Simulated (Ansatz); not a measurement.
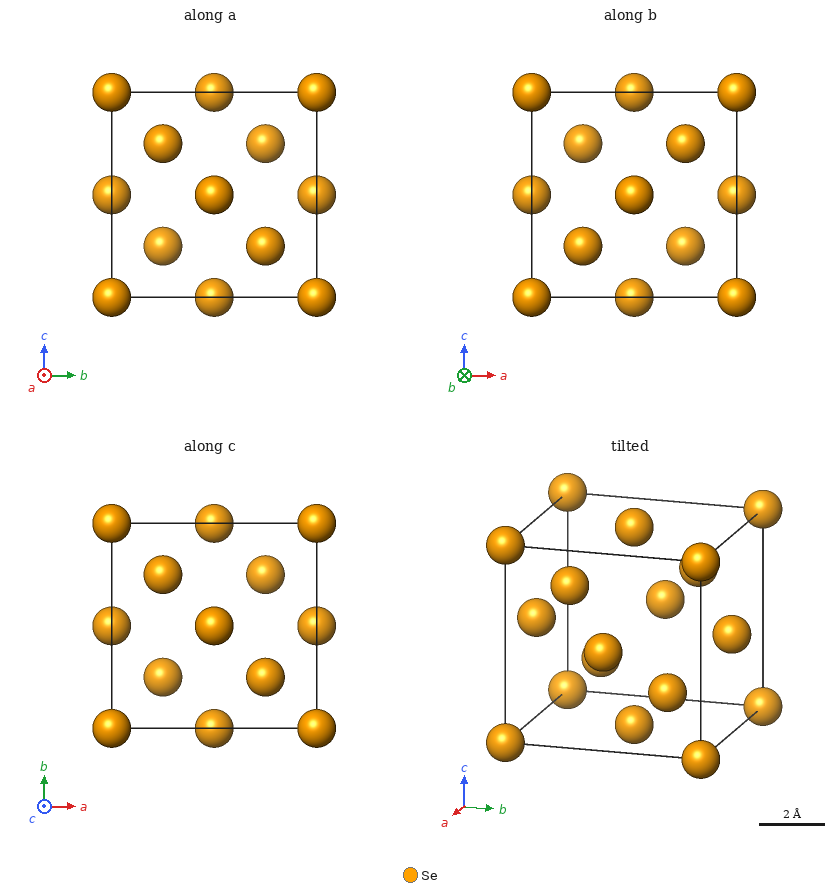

We look at a spheres-only model of the crystal along the a axis, along the b axis, along the c axis and slightly off an axis. Thin lines show the conventional unit cell, with boundary atoms drawn in all their periodic places.

Lattice parameters: a = 6.3729 Å, b = 6.3729 Å, c = 6.3729 Å, α = 90.000°, β = 90.000°, γ = 90.000°.

Q: Write the structure as a CIF with its space group and independent sites.

A:
```cif
data_structure
_symmetry_space_group_name_H-M 'F d -3 m :1'
_symmetry_Int_Tables_number 227
_cell_length_a 6.3729
_cell_length_b 6.3729
_cell_length_c 6.3729
_cell_angle_alpha 90.000
_cell_angle_beta 90.000
_cell_angle_gamma 90.000
_cell_volume 258.83
loop_
_atom_site_label
_atom_site_type_symbol
_atom_site_symmetry_multiplicity
_atom_site_Wyckoff_symbol
_atom_site_fract_x
_atom_site_fract_y
_atom_site_fract_z
_atom_site_occupancy
Se1 Se 8 a 0.2500 0.7500 0.7500 1
```

Its origin is a structure type filled with this element by a generator (whether the element takes this form wasn't checked). Earlier steps of the study may have refined or changed the cell and positions. Ansatz was used for an electronic-structure calculation on it.
